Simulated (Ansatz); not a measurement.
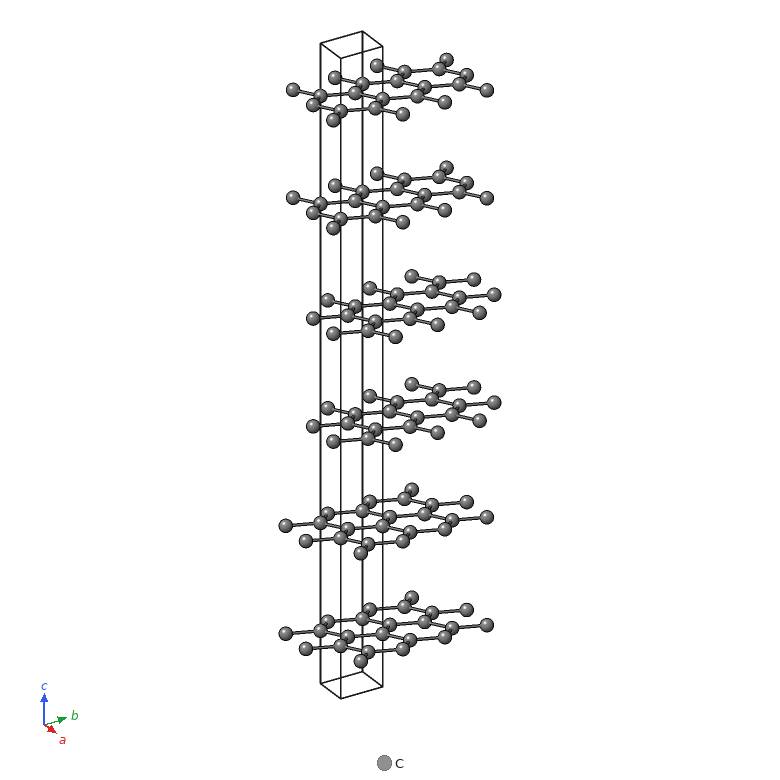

C (space group R-3m, No. 166). Coordinates: the input geometry of an electronic-structure calculation (not necessarily at equilibrium).

Bonds are taken as C–C below 1.6 Å; no other contact counts. Atoms with one bond or none are removed and atoms with two bonds are replaced by edges, until no such atom is left.

> What kind of net remains, and which atoms are its nodes?

A uninodal 3-connected, two-periodic (layers) net: C is a 3-connected node.

> Does the net have a name?

It is the hcb net, known from graphene.

> How do the layers lie?

The layers lie parallel to (001).

> Give the point symbol of each node (shortest cycle at each angle).

C: 6^3.

> Give the first eight terms of the coordination sequence (nodes one, two, three … edges away).

C: 3, 6, 9, 12, 15, 18, 21, 24.

The simplified net, drawn on the atoms' positions. Nodes are coloured by element. One layer is drawn. Edges to nodes outside the piece are drawn as stubs.

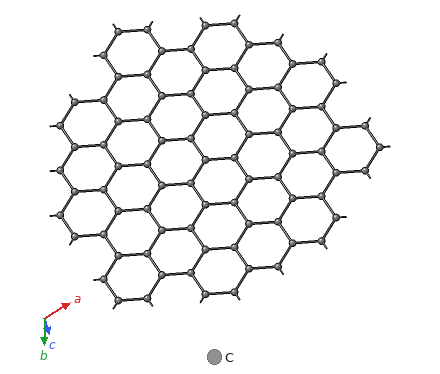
